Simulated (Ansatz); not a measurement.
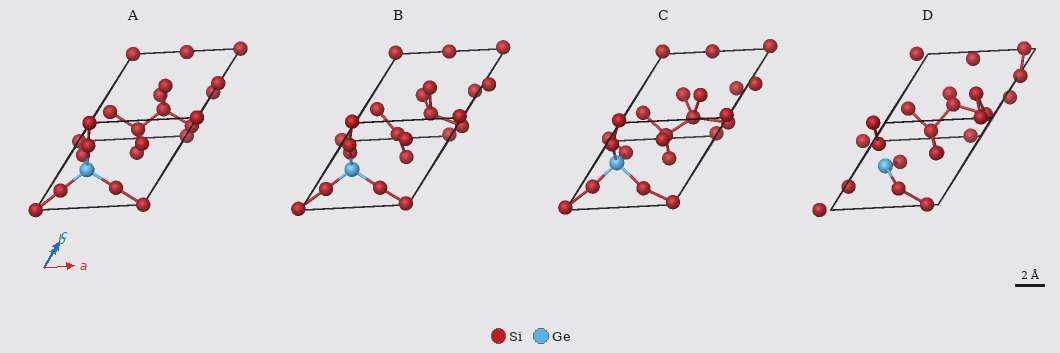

A Born-Oppenheimer molecular dynamics run of Si with an interstitial Ge (17 atoms in the cell), 260 fs long. 4 frames in shuffled order; frame A is the first. The picture is a ball-and-stick view of the reduced simulation cell, seen from a free direction. Atoms are followed out of the cell. Bonds to atoms that aren't drawn are left out. Lengths and directions refer to the drawn axes.

Level of theory: DFT PBE, scalar-relativistic, plane waves, PAW (Ansatz). Set-up: plane-wave cutoff 420 eV; k-point mesh 2 × 2 × 2; Fermi-Dirac smearing 0.02 eV; low-accuracy preset; constant energy (NVE); velocities drawn for 3000 K; time step 2 fs.

Put the frames in order of time.

A, B, C, D, at 0 fs, 34 fs, 120 fs, 260 fs; the root-mean-square distance from the start grows as 0.00, 0.31, 0.59, 0.89 Å. In the second half of the run the atoms are, in the root-mean-square, this far from where they began (common drift taken out): Si 0.76 Å, Ge 0.67 Å. That is a large part of the typical shortest distance between atoms in the first frame, about 2.3 Å and still growing: the atoms leave their places as in a liquid, so the crystal loses its order. Bond changes: one Si–Si bond breaks at about 168 fs; 6 Si–Si bonds form between 190 fs and 254 fs.

Limits of the set-up: the program's low-accuracy preset was used; the periodic images lie only 7.7 Å apart, so the values are limited by the cell's size.

The run took 11 min on 1 thread of Arm Neoverse V2, on a shared host, peak memory 0.64 GiB.

PAW datasets: the set soft_1.
